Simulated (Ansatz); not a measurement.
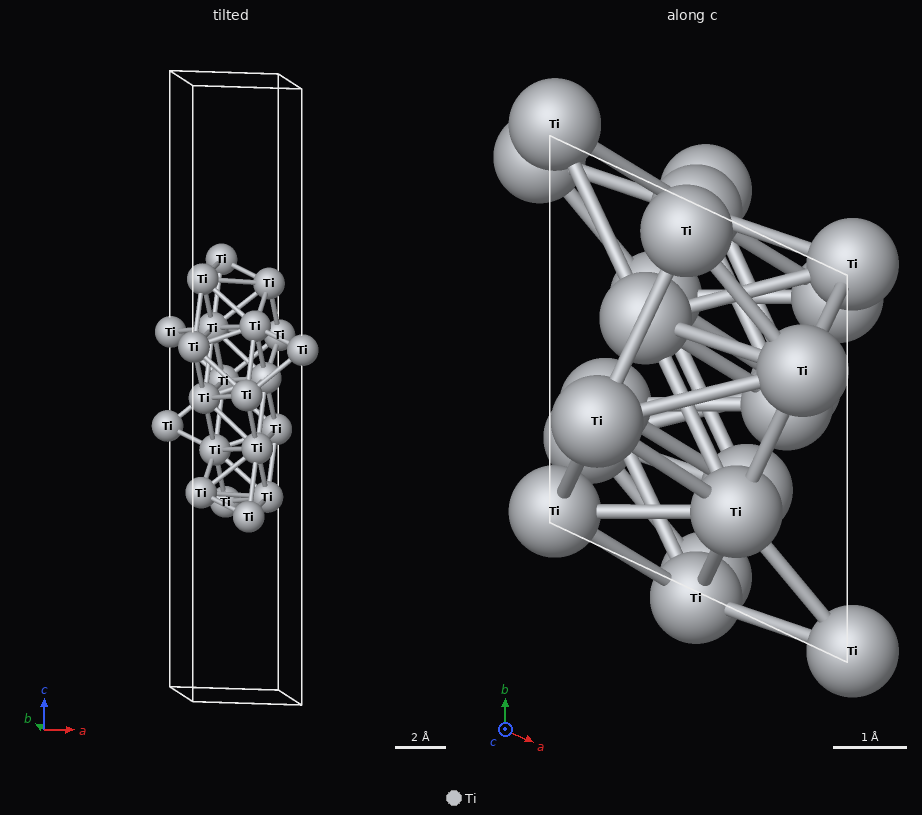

Drawn in the ball-and-stick manner and seen slightly off an axis and along the c axis. The edges of the simulation cell are marked.

Describe the arrangement of the atoms.

The element is titanium. The cell holds 15 atoms.

The model was built from a structure listed in the Materials Project, from which a slab was cut. The atoms were relaxed in a fixed cell with Ansatz 0.2.0, DFT PBEsol, scalar-relativistic, plane waves, PAW.
